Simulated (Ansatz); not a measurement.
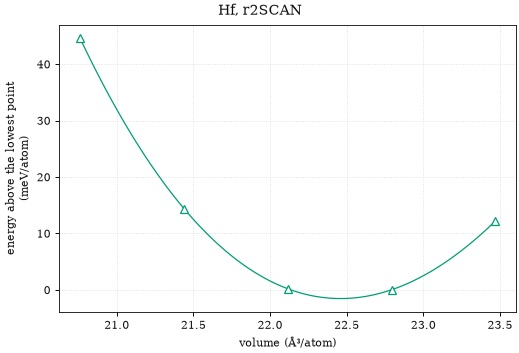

The picture above shows the energy above the lowest point against volume for Hf, space group Fm-3m (No. 225) (one of a set of cubic test structures, which need not be the stable phase).

Calculation (Ansatz 0.2.0 development build): equation of state of a cubic crystal from periodic Kohn-Sham density functional theory without spin, third-order Birch-Murnaghan fit to the free energies; pressure corrected for the finite basis. Level: r2SCAN.

```csv
setting,value
structure type,fcc
atoms in cell,1
space group number,225
lattice centring,face-centred primitive
k mesh,13×13×13
occupation method,Fermi–Dirac
occupation width,0.1 eV
wave cutoff,520 eV
datasets,hand-made PAW
density tolerance,1e-09 eV
bands,17
density cutoff ratio,4
search for lower states,default
xc grid level,2
```

From this curve and the settings, what does the calculation give for the pressure at the same points?

The pressure falls from 9.2 GPa at volume 20.76 Å³/atom to −4.2 GPa at 23.47 Å³/atom, and changes sign near 22.47 Å³/atom.

| volume (Å³/atom) | pressure (GPa) |
| --- | --- |
| 20.76 | 9.2 |
| 21.44 | 5.2 |
| 22.12 | 1.6 |
| 22.79 | −1.5 |
| 23.47 | −4.2 |

Limits of the calculation: cubic model structure, not the ambient form.
